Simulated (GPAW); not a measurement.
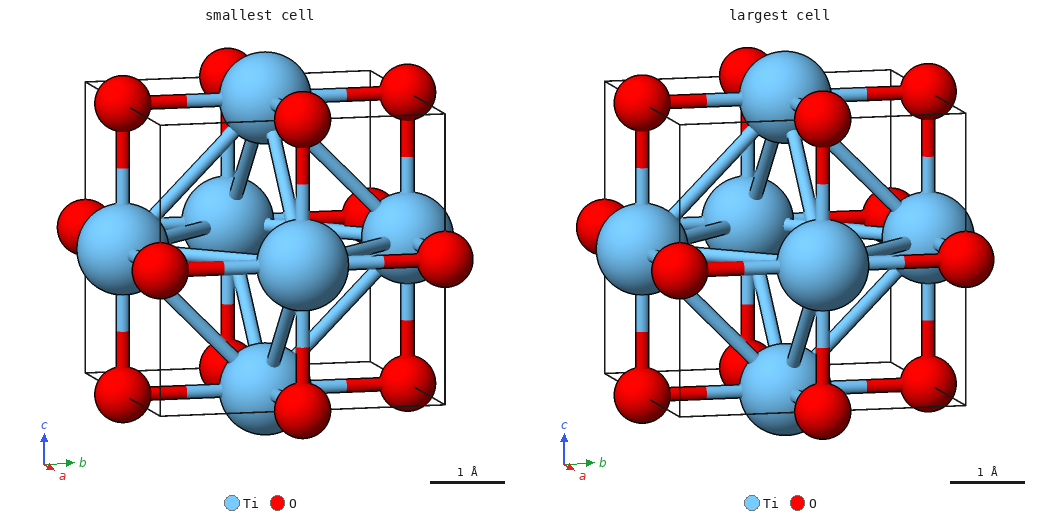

TiO, space group Pm-3m (No. 221), relaxed (cell and atoms, zero pressure) with four choices of dispersion term on top of PBEsol; the smallest and the largest of the relaxed conventional cells are drawn to one scale (sticks follow a distance rule). The start was a structure listed in the Materials Project. It needn't be the stable form of this composition.

Alike in all runs: GPAW 26.7.0; functional PBEsol; potentials PAW data sets generated in the run's folder for this functional; cutoff 800 eV; k mesh 6 × 6 × 6 on the run's cell of 6 atoms; occupations fermi-dirac, width 0.05 eV; no spin polarisation; no spin-orbit coupling. All runs are metallic.

| level | volume (Å³/atom) | a (Å) |
| --- | --- | --- |
| D4 | 10.91 | 4.030 |
| D3(BJ) | 10.77 | 4.013 |
| D3(BJ)-ATM | ? | ? |
| D3 | 10.84 | 4.022 |

**Fill in the row of D3(BJ)-ATM.**

Volume 10.81 Å³/atom; a 4.018 Å. That is between D3(BJ) and D3 in volume.

**Order the levels by the relaxed volume, smallest first.**

D3(BJ) (10.77 Å³/atom), D3(BJ)-ATM (10.81 Å³/atom), D3 (10.84 Å³/atom), D4 (10.91 Å³/atom). Rows within a few tenths of a per cent can't be told apart.

Caveat: later steps reuse the first step's grids; pairwise dispersion terms can overbind metals strongly.
